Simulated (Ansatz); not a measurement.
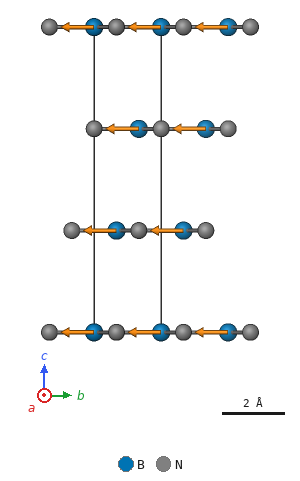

Energy scan for crystalline BN (R3m), in which the whole B sublattice is shifted rigidly, towards the nearest copy of atom 2 (N) at 1.447 Å, all else fixed. The picture shows the reference cell. The orange arrows give the direction of positive displacement. A ball-and-stick model of the conventional cell (3 times the calculation's cell), repeated 2 × 2 × 1 with one cell outlined, seen along the a axis. Lengths and directions refer to the drawn axes.

Level of theory: DFT PBE+D3(BJ), scalar-relativistic, plane waves, PAW (Ansatz). Settings: plane-wave cutoff 420 eV; k-point mesh 12 × 12 × 12; occupations gaussian; smearing width 0.05 eV; no spin polarisation. Energies (free energies at the smearing named) are counted from the relaxed crystal.

The input:
```yaml
crystal:
  lattice:
    - [1.2530568997, 0.7234527383, 3.2948845324]
    - [-1.2530568997, 0.7234527383, 3.2948845324]
    - [0.0, -1.4469054767, 3.2948845324]
  atoms:
    - { symbol: B, position: [0.9996975446, 0.9996975446, 0.9996975446] }
    - { symbol: "N", position: [0.3327354554, 0.3327354554, 0.3327354554] }
basis:
  ecutwfc: 420
kpoints:
  mp_grid: { grid: [12, 12, 12] }
hamiltonian:
  xc: pbe
  dispersion: d3bj
scf:
  occupations: { method: gaussian, width: 0.05 }
output:
  forces: true
  stress: true
  eigenvalues: true
```

Predict the energy profile (the displacement: −0.500, −0.250, 0.000, 0.125, 0.375, 0.500 Å).

Answer.
```csv
displacement (Å),ΔE (eV/cell)
−0.500,2.40
−0.250,0.96
0.000,0.00
0.125,0.37
0.375,4.68
0.500,10.76
```

Of the computed points the lowest is at the displacement 0.00 Å, 0.00 eV/cell. The end points stand at 2.40 eV/cell (−0.50 Å) and 10.76 eV/cell (0.50 Å). The well is lopsided: at ±0.500 Å the energy is 4.5 times higher on the positive side. At the highest point the shortest interatomic distance is 0.95 Å, against 1.45 Å in the reference. The distortion takes the space group from R3m to Cm.
